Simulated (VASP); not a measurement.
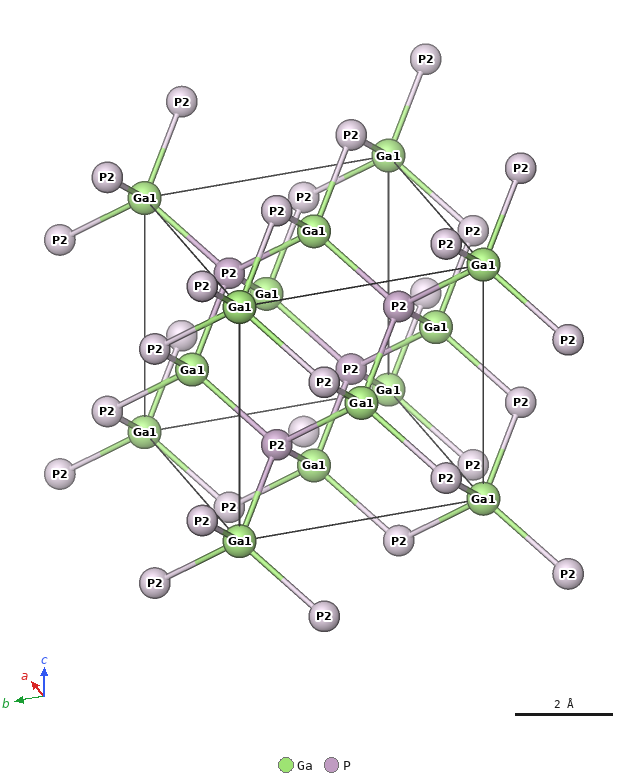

Fig. 1: The structure as given in the input (ball-and-stick view of the cell 4 times as large as that of the calculation, set on its symmetry axes, seen at an oblique angle; neighbours outside the cell are drawn fainter; atoms are numbered from 1 in the order of the input). Near neighbours in the crystal (not all of them lie inside the picture): Ga has 4 P at 2.36 Å; P has 4 Ga at 2.36 Å.

**Run report: GaP, optical-spectrum calculation (part 1 of 3)**

System: GaP (F-43m, 2 atoms in the cell).
Method: Kohn-Sham DFT of a periodic cell, PBE, VASP PAW PBE potentials, recommended, no spin polarisation (VASP 6.6.1).

The structure derives from an entry of the Crystallography Open Database.

**INCAR**
```
SYSTEM = GaP
ALGO = Fast ; CSHIFT = 0.1
EDIFF = 1E-7 ; ENCUT = 520
GGA = PE ; ISIF = 2
ISMEAR = 0 ; LASPH = .TRUE.
LCHARG = .FALSE. ; LOPTICS = .TRUE.
LREAL = .FALSE. ; LWAVE = .FALSE.
NBANDS = 33 ; NEDOS = 2000
NELM = 100 ; PREC = Accurate
SIGMA = 0.02
```

**KPOINTS**
```
k-points
0
G
  14 14 14
  0 0 0
```

**POSCAR**
```
GaP
1.0
    0.0000000000      2.7252500000      2.7252500000
    2.7252500000      0.0000000000      2.7252500000
    2.7252500000      2.7252500000      0.0000000000
Ga P
1 1
Direct
    0.0000000000      0.0000000000      0.0000000000
    0.2500000000      0.2500000000      0.2500000000
```

Launch command:
```bash
cat potpaw_PBE.64/Ga_d/POTCAR potpaw_PBE.64/P/POTCAR > POTCAR
mpirun -np 1 vasp_std > vasp.out
```

**OSZICAR**
```
N       E                     dE             d eps       ncg     rms          rms(c)
DAV:   1     0.126376886327E+03    0.12638E+03   -0.69464E+03  8807   0.789E+02
DAV:   2     0.574386358133E+01   -0.12063E+03   -0.10597E+03  7129   0.264E+02
DAV:   3    -0.906907363316E+01   -0.14813E+02   -0.14556E+02  8320   0.541E+01
DAV:   4    -0.938494835593E+01   -0.31587E+00   -0.31559E+00  8121   0.815E+00
DAV:   5    -0.938707667164E+01   -0.21283E-02   -0.21282E-02  8212   0.677E-01    0.425E+00
RMM:   6    -0.914635883834E+01    0.24072E+00   -0.47295E-02 11282   0.112E+00    0.282E+00
RMM:   7    -0.911802196325E+01    0.28337E-01   -0.16171E-02 11559   0.430E-01    0.127E+00
RMM:   8    -0.911812525714E+01   -0.10329E-03   -0.53274E-03 10719   0.286E-01    0.982E-02
RMM:   9    -0.911834777033E+01   -0.22251E-03   -0.74149E-04 11488   0.131E-01    0.996E-02
RMM:  10    -0.911854280695E+01   -0.19504E-03   -0.17497E-04  9942   0.563E-02    0.417E-02
RMM:  11    -0.911854261886E+01    0.18809E-06   -0.20926E-05 11632   0.208E-02    0.445E-03
RMM:  12    -0.911854312838E+01   -0.50952E-06   -0.21841E-06 10885   0.657E-03    0.228E-03
RMM:  13    -0.911854340609E+01   -0.27771E-06   -0.26486E-07 10850   0.239E-03    0.602E-04
RMM:  14    -0.911854337738E+01    0.28709E-07   -0.57681E-08  8602   0.145E-03
   1 F= -.91185434E+01 E0= -.91185434E+01  d E =-.631520E-16
 imaginary and real dielectric function
```

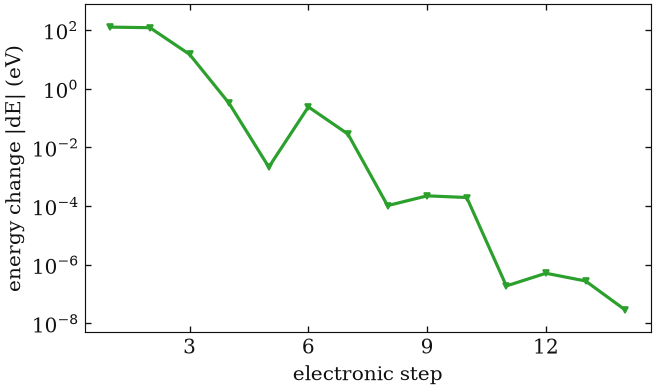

Fig. 2: Convergence of the self-consistent field: energy change |dE| against the electronic step. It takes 14 electronic steps. The density is held fixed in the first few steps, and dE rises again when its update begins.

**Parts of OUTCAR**
```
SYSTEM = GaP
   EDIFF = 1E-7
   ENCUT = 520
   GGA = PE
   ISIF = 2
   ISMEAR = 0
   LASPH = .TRUE.
   LREAL = .FALSE.
   NELM = 100
   PREC = Accurate

 ion  position               nearest neighbor table
   1  0.000  0.000  0.000-   2 2.36   2 2.36   2 2.36   2 2.36
   2  0.250  0.250  0.250-   1 2.36   1 2.36   1 2.36   1 2.36

  LATTYP: Found a face centered cubic cell.
 ALAT       =     5.4505000000

  Lattice vectors:

 A1 = (   0.0000000000,   2.7252500000,   2.7252500000)
 A2 = (   2.7252500000,   0.0000000000,   2.7252500000)
 A3 = (   2.7252500000,   2.7252500000,   0.0000000000)

Analysis of symmetry for initial positions (statically):
=====================================================================
 Subroutine PRICEL returns:
 Original cell was already a primitive cell.

 Routine SETGRP: Setting up the symmetry group for a
 face centered cubic supercell.

 Subroutine GETGRP returns: Found 24 space group operations
 (whereof 24 operations were pure point group operations)
 out of a pool of 48 trial point group operations.

The static configuration has the point symmetry T_d .

Analysis of symmetry for dynamics (positions and initial velocities):
=====================================================================
 Subroutine PRICEL returns:
 Original cell was already a primitive cell.

 Routine SETGRP: Setting up the symmetry group for a
 face centered cubic supercell.

 Subroutine GETGRP returns: Found 24 space group operations
 (whereof 24 operations were pure point group operations)
 out of a pool of 48 trial point group operations.

The dynamic configuration has the point symmetry T_d .

 Subroutine INISYM returns: Found 24 space group operations
 (whereof 24 operations are pure point group operations),
 and found     1 'primitive' translations

----------------------------------------------------------------------------------------

                                     Primitive cell

  volume of cell :      40.4808

  direct lattice vectors                    reciprocal lattice vectors
     0.000000000  2.725250000  2.725250000    -0.183469406  0.183469406  0.183469406
     2.725250000  0.000000000  2.725250000     0.183469406 -0.183469406  0.183469406
     2.725250000  2.725250000  0.000000000     0.183469406  0.183469406 -0.183469406

  length of vectors
     3.854085511  3.854085511  3.854085511     0.317778334  0.317778334  0.317778334

  position of ions in fractional coordinates (direct lattice)
     0.000000000  0.000000000  0.000000000
     0.250000000  0.250000000  0.250000000

  ion indices of the primitive-cell ions
   primitive index   ion index
                 1           1
                 2           2

----------------------------------------------------------------------------------------

 KPOINTS: k-points

Automatic generation of k-mesh.
 Grid dimensions read from file:
 generate k-points for:   14   14   14

 Generating k-lattice:

  Cartesian coordinates                     Fractional coordinates (reciprocal lattice)
    -0.013104958  0.013104958  0.013104958     0.071428571  0.000000000  0.000000000
     0.013104958 -0.013104958  0.013104958     0.000000000  0.071428571  0.000000000
     0.013104958  0.013104958 -0.013104958     0.000000000  0.000000000  0.071428571

  Length of vectors
     0.022698452  0.022698452  0.022698452

  Shift w.r.t. Gamma in fractional coordinates (k-lattice)
     0.000000000  0.000000000  0.000000000

 Subroutine IBZKPT returns following result:
 ===========================================

 Found    104 irreducible k-points:

 Following reciprocal coordinates:
            Coordinates               Weight
  0.000000  0.000000  0.000000      1.000000
  0.071429  0.000000  0.000000      8.000000
  0.142857  0.000000  0.000000      8.000000
  0.214286  0.000000  0.000000      8.000000
  0.285714  0.000000  0.000000      8.000000
  0.357143  0.000000  0.000000      8.000000
  0.428571  0.000000  0.000000      8.000000
  0.500000  0.000000  0.000000      4.000000
  0.071429  0.071429  0.000000      6.000000
  0.142857  0.071429  0.000000     24.000000
  0.214286  0.071429  0.000000     24.000000
  0.285714  0.071429  0.000000     24.000000
  0.357143  0.071429  0.000000     24.000000
  0.428571  0.071429  0.000000     24.000000
  0.500000  0.071429  0.000000     24.000000
 -0.428571  0.071429  0.000000     24.000000
 -0.357143  0.071429  0.000000     24.000000
 -0.285714  0.071429  0.000000     24.000000
 -0.214286  0.071429  0.000000     24.000000
 -0.142857  0.071429  0.000000     24.000000
 -0.071429  0.071429  0.000000     12.000000
  0.142857  0.142857  0.000000      6.000000
  0.214286  0.142857  0.000000     24.000000
  0.285714  0.142857  0.000000     24.000000
 [... further k-points ...]
   k-points           NKPTS =    104   k-points in BZ     NKDIM =    104   number of bands    NBANDS=     33
   number of dos      NEDOS =   2000   number of ions     NIONS =      2
   total plane-waves  NPLWV =  27000
   dimension x,y,z NGX =    30 NGY =   30 NGZ =   30
   dimension x,y,z NGXF=    60 NGYF=   60 NGZF=   60
   ions per type =               1   1
   NGX,Y,Z   is equivalent  to a cutoff of  12.94, 12.94, 12.94 a.u.
   NGXF,Y,Z  is equivalent  to a cutoff of  25.88, 25.88, 25.88 a.u.
 SYSTEM =  GaP
   PREC   = accura    normal or accurate (medium, high low for compatibility)
   ISTART =      0    job   : 0-new  1-cont  2-samecut
   ICHARG =      2    charge: 1-file 2-atom 10-const
   ISPIN  =      1    spin polarized calculation?
   LNONCOLLINEAR =      F non collinear calculations
   LSORBIT =      F    spin-orbit coupling
   LASPH  =      T    aspherical Exc in radial PAW
   ENCUT  =  520.0 eV  38.22 Ry    6.18 a.u.   7.17  7.17  7.17*2*pi/ulx,y,z
   NELM   =    100;   NELMIN=  2; NELMDL= -5     # of ELM steps
   EDIFF  = 0.1E-06   stopping-criterion for ELM
   LREAL  =      F    real-space projection
   EDIFFG = 0.1E-05   stopping-criterion for IOM
   NSW    =      0    number of steps for IOM
   IBRION =     -1    ionic relax: 0-MD 1-quasi-New 2-CG
   NFREE  =      0    steps in history (QN), initial steepest desc. (CG)
   ISIF   =      2    stress and relaxation
   ISYM   =      2    0-nonsym 1-usesym 2-fastsym
   POTIM  = 0.5000    time-step for ionic-motion
   TEBEG  =    0.0;   TEEND  =   0.0 temperature during run
   PSTRESS=    0.0 pullay stress
   NELECT =      18.0000    total number of electrons
   NUPDOWN=      -1.0000    fix difference up-down
   EMIN   =  10.00;   EMAX   =-10.00  energy-range for DOS
   EFERMI =   0.00;   METHOD = LEGACY
   ISMEAR =     0;   SIGMA  =   0.02  broadening in eV -4-tet -1-fermi 0-gaus
   EFERMI_NEDOS =   21; number of points for ismear=-14 and -15
   IALGO  =     68    algorithm
   IMIX   =      4    mixing-type and parameters
     AMIX     =   0.40;   BMIX     =  1.00
     AMIX_MAG =   1.60;   BMIX_MAG =  1.00
  volume/ion in A,a.u.               =      20.24       136.59
  Fermi-wavevector in a.u.,A,eV,Ry     =   1.249538  2.361284 21.243377  1.561344
  Thomas-Fermi vector in A             =   2.383574
   LORBIT       =      0    0 simple, 1 ext, 2 COOP (PROOUT), +10 PAW based schemes
   GGA     = PE    functional components
   LHFCALC =     F    Hartree Fock is set to
   AEXX    =    0.0000 exact exchange contribution
   IVDW    =     0    specifies the selected vdW correction
   LEPSILON=     F    determine dielectric tensor
   LRPA    =     F    only Hartree local field effects (RPA)
 non-spin polarized calculation
 RMM-DIIS sequential band-by-band and
 Gauss-broadening in eV      SIGMA  =   0.02
  energy-cutoff  :      520.00
  volume of cell :       40.48
 maximum number of plane-waves:      1106
 NGX is ok and might be reduce to    30
   NGX = 15   NGY = 15   NGZ = 15

 number of electron      17.9999989 magnetization

 Free energy of the ion-electron system (eV)
  ---------------------------------------------------
  ext. energy  EPLUGINS =         0.00000000
  ---------------------------------------------------
  free energy    TOTEN  =        -9.11854338 eV

  energy without entropy =       -9.11854338  energy(sigma->0) =       -9.11854338

 E-fermi :   4.7529     XC(G=0):  -9.8335     alpha+bet :-10.8726

 val. band max:        4.6509307945   @ k =   0.0000   0.0000   0.0000
 cond. band min:       6.2432129702   @ k =   0.4286   0.4286   0.0000
 fundamental gap:      1.5922821757
 Fermi energy:         4.7529068426

 k-point     1 :       0.0000    0.0000    0.0000
  band No.  band energies     occupation
      1      -9.8984      2.00000
      2      -9.8984      2.00000
      3      -9.8984      2.00000
      4      -9.7987      2.00000
      5      -9.7987      2.00000
      6      -7.8405      2.00000
      7       4.6509      2.00000
      8       4.6509      2.00000
      9       4.6509      2.00000
     10       6.4777      0.00000
     11       8.5413      0.00000
     12       8.5413      0.00000
     13       8.5413      0.00000
     14      13.4584      0.00000
     15      14.4391      0.00000
     16      14.4391      0.00000
     17      17.1127      0.00000
     18      17.1127      0.00000
     19      17.1127      0.00000
     20      20.4932      0.00000
     21      29.3756      0.00000

 k-point     2 :       0.0714    0.0000    0.0000
  band No.  band energies     occupation
      1      -9.9032      2.00000
      2      -9.8968      2.00000
      3      -9.8968      2.00000
      4      -9.7987      2.00000
      5      -9.7987      2.00000
      6      -7.7738      2.00000
      7       3.9444      2.00000
      8       4.5686      2.00000
      9       4.5686      2.00000
     10       6.8938      0.00000
     11       8.6685      0.00000
     12       8.6685      0.00000
     13       8.6751      0.00000
     14      13.7945      0.00000
     15      14.1588      0.00000
     16      14.1588      0.00000
     17      16.8059      0.00000
     18      17.6199      0.00000
     19      17.6199      0.00000
     20      21.0392      0.00000
     21      28.4326      0.00000

 k-point     3 :       0.1429    0.0000    0.0000
  band No.  band energies     occupation
      1      -9.9159      2.00000
      2      -9.8924      2.00000
      3      -9.8924      2.00000
      4      -9.7987      2.00000
      5      -9.7987      2.00000
      6      -7.5772      2.00000
      7       2.6995      2.00000
      8       4.3627      2.00000
      9       4.3627      2.00000
     10       7.1019      0.00000
     11       8.9765      0.00000
     12       8.9765      0.00000
     13       9.3470      0.00000
     14      13.7204      0.00000
     15      13.7204      0.00000
     16      14.5359      0.00000
     17      16.4113      0.00000
     18      18.7655      0.00000
     19      18.7655      0.00000
     20      22.2938      0.00000
     21      26.7483      0.00000

 k-point     4 :       0.2143    0.0000    0.0000
  band No.  band energies     occupation
      1      -9.9332      2.00000
      2      -9.8866      2.00000
      3      -9.8866      2.00000
      4      -9.7981      2.00000
      5      -9.7981      2.00000
      6      -7.2613      2.00000
      7       1.4028      2.00000
      8       4.1115      2.00000
      9       4.1115      2.00000
     10       6.9294      0.00000
     11       9.2922      0.00000
     12       9.2922      0.00000
     13      10.4244      0.00000
     14      13.5499      0.00000
     15      13.5499      0.00000
     16      14.7254      0.00000
     17      17.0400      0.00000
     18      20.1887      0.00000
     19      20.1887      0.00000
     20      23.6977      0.00000
     21      24.9466      0.00000

 k-point     5 :       0.2857    0.0000    0.0000
  band No.  band energies     occupation
      1      -9.9511      2.00000
      2      -9.8810      2.00000
      3      -9.8810      2.00000
      4      -9.7965      2.00000
      5      -9.7965      2.00000
      6      -6.8474      2.00000
      7       0.1794      2.00000
      8       3.8757      2.00000
      9       3.8757      2.00000
     10       6.6901      0.00000
     11       9.4556      0.00000
     12       9.4556      0.00000
     13      11.5738      0.00000
     14      13.8430      0.00000
     15      13.8430      0.00000
     16      14.4344      0.00000
     17      18.5413      0.00000
     18      21.5288      0.00000
     19      21.5288      0.00000
     20      23.0028      0.00000
     21      23.2882      0.00000

 [... the levels of 18 k-points are left out ...]

 k-point    24 :       0.2857    0.1429    0.0000
  band No.  band energies     occupation
      1      -9.9541      2.00000
      2      -9.8768      2.00000
      3      -9.8742      2.00000
      4      -9.8075      2.00000
      5      -9.7909      2.00000
      6      -6.9120      2.00000
      7       0.8583      2.00000
      8       3.2625      2.00000
      9       3.3240      2.00000
     10       7.5402      0.00000
     11       8.7226      0.00000
     12      10.4080      0.00000
     13      10.5114      0.00000
     14      13.0408      0.00000
     15      14.9289      0.00000
     16      16.0322      0.00000
     17      18.0673      0.00000
     18      19.8439      0.00000
     19      21.1744      0.00000
     20      22.8154      0.00000
     21      22.9997      0.00000

 [... further k-points ...]

 [bands above 21 left out]

------------------------ aborting loop because EDIFF is reached ----------------------------------------

  FORCE on cell =-STRESS in cart. coord.  units (eV):
  Direction    XX          YY          ZZ          XY          YZ          ZX
  --------------------------------------------------------------------------------------
  -------------------------------------------------------------------------------------
  Total        0.6284610      0.6284610      0.6284610      0.0000000      0.0000000     -0.0000000
  in kB       24.8736713     24.8736713     24.8736713      0.0000000      0.0000000     -0.0000000
  external PRESSURE =      24.8736713 kB  Pullay stress =       0.0000000 kB

 VOLUME and BASIS-vectors are now :
```
